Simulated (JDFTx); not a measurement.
**InAs: single-point calculation**

- system: InAs (F-43m, 2 atoms in the cell)
- method: Kohn-Sham DFT of a periodic cell, r2SCAN, SG15-PBE-1.2, no spin polarisation (JDFTx 1.7.0 (patched build))

The structure derives from an entry of the Crystallography Open Database.

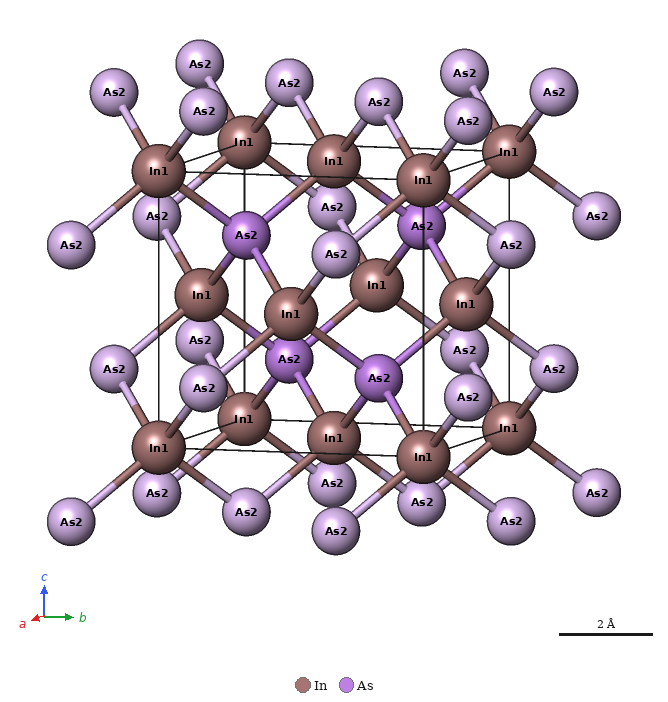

Figure 1. The structure as given in the input (ball-and-stick view of the cell 4 times as large as that of the calculation, set on its symmetry axes, seen slightly off an axis; neighbours outside the cell are drawn fainter; atoms are numbered from 1 in the order of the input).

### Summary

```csv
quantity,value
outcome,converged
space group (tolerance 0.01 Å),F-43m (216)
electrons treated,18
free energy,−1585.2382 eV
Fermi energy,7.112 eV
gap on the k-point mesh,none (metallic)
pressure,1.83 GPa
largest force (length of the vector),under 0.001 eV/Å
hardware,"1 thread of Arm Neoverse V1, 24 GiB of memory available, shared host"
wall time,6.1 min
peak memory,0.25 GiB
```

Points of doubt noted for this run: metagga forces on grid.

### Input file
```
include InAs.lattice
coords-type Lattice
include InAs.ionpos

ion-species pseudo/In.upf
ion-species pseudo/As.upf
elec-cutoff 40 320
elec-ex-corr mgga-x-r2scan mgga-c-r2scan
kpoint-folding 6 6 6
elec-smearing Fermi 0.0018374661
elec-n-bands 15
electronic-SCF nIterations 100 energyDiffThreshold 1e-09
electronic-minimize nIterations 30 energyDiffThreshold 1e-7
converge-empty-states yes
forces-output-coords Cartesian

dump-name run.$VAR
dump End Ecomponents EigStats BandEigs Kpoints Forces Stress ElecDensity KEdensity
```

### File InAs.lattice
```
lattice \
    0.0000000000     5.7031934441     5.7031934441 \
    5.7031934441     0.0000000000     5.7031934441 \
    5.7031934441     5.7031934441     0.0000000000
```

### File InAs.ionpos
```
ion In     0.0000000000     0.0000000000     0.0000000000 1
ion As     0.7500000000     0.7500000000     0.7500000000 1
```

Run as:
```bash
jdftx -c 1 -i InAs.in -o InAs.out
```

### Log
```
*************** JDFTx 1.7.0 (patched build) ***************

Input parsed successfully to the following command list (including defaults):
[... the input with its defaults ...]

---------- Setting up symmetries ----------

Found 48 point-group symmetries of the bravais lattice
Found 24 space-group symmetries with basis
Applied RMS atom displacement 0 bohrs to make symmetries exact.

---------- Initializing the Grid ----------
R =
[            0      5.70319      5.70319  ]
[      5.70319            0      5.70319  ]
[      5.70319      5.70319            0  ]
unit cell volume = 371.009
G =
[  -0.550848   0.550848   0.550848  ]
[   0.550848  -0.550848   0.550848  ]
[   0.550848   0.550848  -0.550848  ]
Minimum fftbox size, Smin = [  68  68  68  ]
Chosen fftbox size, S = [  70  70  70  ]

---------- Initializing tighter grid for wavefunction operations ----------
R =
[            0      5.70319      5.70319  ]
[      5.70319            0      5.70319  ]
[      5.70319      5.70319            0  ]
unit cell volume = 371.009
G =
[  -0.550848   0.550848   0.550848  ]
[   0.550848  -0.550848   0.550848  ]
[   0.550848   0.550848  -0.550848  ]
Minimum fftbox size, Smin = [  48  48  48  ]
Chosen fftbox size, S = [  48  48  48  ]

---------- Exchange Correlation functional ----------
Initialized LibXC exchange functional 'Re-regularized SCAN exchange by Furness et al'
Initialized LibXC correlation functional 'Re-regularized SCAN correlation by Furness et al'

---------- Setting up pseudopotentials ----------
Width of ionic core gaussian charges (only for fluid interactions / plotting) set to 0

Reading pseudopotential file 'pseudo/In.upf':
  'In' pseudopotential, 'PBE' functional
  Generated using ONCVPSP code by D. R. Hamann
  13 valence electrons, 0 orbitals, 6 projectors, 602 radial grid points, with lMax = 2
  Core radius for overlap checks: 2.64 bohrs.

Reading pseudopotential file 'pseudo/As.upf':
  'As' pseudopotential, 'PBE' functional
  Generated using ONCVPSP code by D. R. Hamann
  5 valence electrons, 0 orbitals, 6 projectors, 602 radial grid points, with lMax = 2
  Core radius for overlap checks: 2.53 bohrs.

Initialized 2 species with 2 total atoms.

Folded 1 k-points by 6x6x6 to 216 k-points.

---------- Setting up k-points, bands, fillings ----------
Adding inversion symmetry to k-mesh for non-inversion-symmetric unit cell.
Reduced to 16 k-points under symmetry.
Computing the number of bands and number of electrons
Calculating initial fillings.
nElectrons:  18.000000   nBands: 15   nStates: 16

----- Setting up reduced wavefunction bases (one per k-point) -----
average nbasis = 4484.856 , ideal nbasis = 4482.995

---------- Setting up ewald sum ----------
Optimum gaussian width for ewald sums = 2.590292 bohr.
Real space sum over 1331 unit cells with max indices [  5  5  5  ]
Reciprocal space sum over 2197 terms with max indices [  6  6  6  ]

---------- Allocating electronic variables ----------
Initializing wave functions:  (No orbitals for LCAO)  bandwidth-limited random numbers

Setting the auxilliary hamiltonian equal to the subspace hamiltonian.

-------- Electronic minimization -----------
Will mix electronic and kinetic density at each iteration.
	FillingsUpdate:  mu: +0.781321259  nElectrons: 18.000000
	FillingsUpdate:  mu: -0.639459949  nElectrons: 18.000000
SCF: Cycle:  0   F: -45.900275911054358   dF: -1.108e+01   |Residual|: 3.944e+00   |deigs|: 1.220e+00
	FillingsUpdate:  mu: -0.292761244  nElectrons: 18.000000
SCF: Cycle:  1   F: -49.709117982831764   dF: -3.809e+00   |Residual|: 9.239e+00   |deigs|: 2.589e-01
	FillingsUpdate:  mu: -0.497877286  nElectrons: 18.000000
SCF: Cycle:  2   F: -43.874811502081442   dF: +5.834e+00   |Residual|: 1.388e+01   |deigs|: 3.322e-01
	FillingsUpdate:  mu: +0.096863749  nElectrons: 18.000000
SCF: Cycle:  3   F: -57.955254778147804   dF: -1.408e+01   |Residual|: 3.938e+00   |deigs|: 1.116e+00
	FillingsUpdate:  mu: +0.212740882  nElectrons: 18.000000
SCF: Cycle:  4   F: -57.849134280010780   dF: +1.061e-01   |Residual|: 1.519e+00   |deigs|: 2.945e-01
	FillingsUpdate:  mu: +0.231046190  nElectrons: 18.000000
SCF: Cycle:  5   F: -58.148283591810440   dF: -2.991e-01   |Residual|: 1.116e+00   |deigs|: 6.167e-02
	FillingsUpdate:  mu: +0.277712254  nElectrons: 18.000000
SCF: Cycle:  6   F: -58.247808327834690   dF: -9.952e-02   |Residual|: 4.840e-01   |deigs|: 2.636e-02
	FillingsUpdate:  mu: +0.263095069  nElectrons: 18.000000
SCF: Cycle:  7   F: -58.255648533311067   dF: -7.840e-03   |Residual|: 1.981e-01   |deigs|: 1.856e-02
	FillingsUpdate:  mu: +0.265295899  nElectrons: 18.000000
SCF: Cycle:  8   F: -58.254998545729997   dF: +6.500e-04   |Residual|: 2.159e-01   |deigs|: 1.440e-02
	FillingsUpdate:  mu: +0.264534236  nElectrons: 18.000000
SCF: Cycle:  9   F: -58.256178001915700   dF: -1.179e-03   |Residual|: 5.319e-02   |deigs|: 7.435e-03
	FillingsUpdate:  mu: +0.262701341  nElectrons: 18.000000
SCF: Cycle: 10   F: -58.256346869439881   dF: -1.689e-04   |Residual|: 5.627e-02   |deigs|: 3.018e-03
	FillingsUpdate:  mu: +0.261967245  nElectrons: 18.000000
SCF: Cycle: 11   F: -58.256406981449523   dF: -6.011e-05   |Residual|: 1.638e-02   |deigs|: 2.447e-03
	FillingsUpdate:  mu: +0.261838978  nElectrons: 18.000000
SCF: Cycle: 12   F: -58.256418992219281   dF: -1.201e-05   |Residual|: 9.987e-03   |deigs|: 1.336e-04
	FillingsUpdate:  mu: +0.261529980  nElectrons: 18.000000
SCF: Cycle: 13   F: -58.256426482582377   dF: -7.490e-06   |Residual|: 4.989e-03   |deigs|: 2.013e-04
	FillingsUpdate:  mu: +0.261352240  nElectrons: 18.000000
SCF: Cycle: 14   F: -58.256428579882588   dF: -2.097e-06   |Residual|: 5.381e-04   |deigs|: 1.268e-04
	FillingsUpdate:  mu: +0.261354121  nElectrons: 18.000000
SCF: Cycle: 15   F: -58.256429322876173   dF: -7.430e-07   |Residual|: 3.712e-04   |deigs|: 4.078e-05
	FillingsUpdate:  mu: +0.261357764  nElectrons: 18.000000
SCF: Cycle: 16   F: -58.256429862147975   dF: -5.393e-07   |Residual|: 3.639e-04   |deigs|: 3.507e-05
	FillingsUpdate:  mu: +0.261357893  nElectrons: 18.000000
SCF: Cycle: 17   F: -58.256430033779324   dF: -1.716e-07   |Residual|: 3.019e-04   |deigs|: 2.043e-05
	FillingsUpdate:  mu: +0.261356700  nElectrons: 18.000000
SCF: Cycle: 18   F: -58.256430164859232   dF: -1.311e-07   |Residual|: 3.347e-04   |deigs|: 2.025e-05
	FillingsUpdate:  mu: +0.261361130  nElectrons: 18.000000
SCF: Cycle: 19   F: -58.256430192876124   dF: -2.802e-08   |Residual|: 3.134e-04   |deigs|: 1.237e-05
	FillingsUpdate:  mu: +0.261356252  nElectrons: 18.000000
SCF: Cycle: 20   F: -58.256430215154197   dF: -2.228e-08   |Residual|: 8.230e-05   |deigs|: 3.229e-05
	FillingsUpdate:  mu: +0.261350509  nElectrons: 18.000000
SCF: Cycle: 21   F: -58.256430220638308   dF: -5.484e-09   |Residual|: 8.385e-05   |deigs|: 1.458e-05
	FillingsUpdate:  mu: +0.261349337  nElectrons: 18.000000
SCF: Cycle: 22   F: -58.256430225494746   dF: -4.856e-09   |Residual|: 3.271e-05   |deigs|: 1.218e-05
	FillingsUpdate:  mu: +0.261349581  nElectrons: 18.000000
SCF: Cycle: 23   F: -58.256430226631636   dF: -1.137e-09   |Residual|: 1.332e-05   |deigs|: 6.245e-06
	FillingsUpdate:  mu: +0.261349504  nElectrons: 18.000000
SCF: Cycle: 24   F: -58.256430227423571   dF: -7.919e-10   |Residual|: 2.513e-05   |deigs|: 7.189e-06
	FillingsUpdate:  mu: +0.261349605  nElectrons: 18.000000
SCF: Cycle: 25   F: -58.256430227683182   dF: -2.596e-10   |Residual|: 1.216e-05   |deigs|: 5.737e-06
SCF: Converged (|Delta E|<1.000000e-09 for 2 iters).

Setting wave functions to eigenvectors of Hamiltonian
Converging empty states (this may take a while): |deigs|: 2.658e-05

# Stress tensor in Cartesian coordinates [Eh/a0^3]:
[ -6.21988e-05            0            0  ]
[            0 -6.21988e-05            0  ]
[            0            0 -6.21988e-05  ]

# Ionic positions in lattice coordinates:
ion In   0.000000000000000   0.000000000000000   0.000000000000000 1
ion As   0.750000000000000   0.750000000000000   0.750000000000000 1

# Forces in Cartesian coordinates:
force In  -0.000000000000000   0.000000000000000   0.000000000000000 1
force As   0.000000000000000  -0.000000000000000   0.000000000000000 1

# Energy components:
   Eewald =      -43.5595832502284495
       EH =       15.7032005824174146
     Eloc =      -46.8048906645073046
      Enl =      -10.0205195017834860
      Exc =       -8.1956727973609063
       KE =       34.6210696923572456
-------------------------------------
     Etot =      -58.2563959391054667
       TS =        0.0000342885777175
-------------------------------------
        F =      -58.2564302276831825

IonicMinimize: Iter:   0  F: -58.256430227683182  |grad|_K:  6.748e-36
IonicMinimize: Converged (|grad|_K<1.000000e-04).

Dumping 'run.eigStats' ...
	eMin: -0.276310 at state 12 ( [ +0.000000 +0.500000 +0.500000 ] spin 0 )
	HOMO: +0.260032 at state 0 ( [ +0.000000 +0.000000 +0.000000 ] spin 0 )
	mu  : +0.261350
	LUMO: +0.296198 at state 3 ( [ +0.000000 +0.000000 +0.500000 ] spin 0 )
	eMax: +0.711771 at state 12 ( [ +0.000000 +0.500000 +0.500000 ] spin 0 )
	HOMO-LUMO gap: +0.036166
	Optical gap  : +0.060212 at state 1 ( [ +0.000000 +0.000000 +0.166667 ] spin 0 )
Done!
```
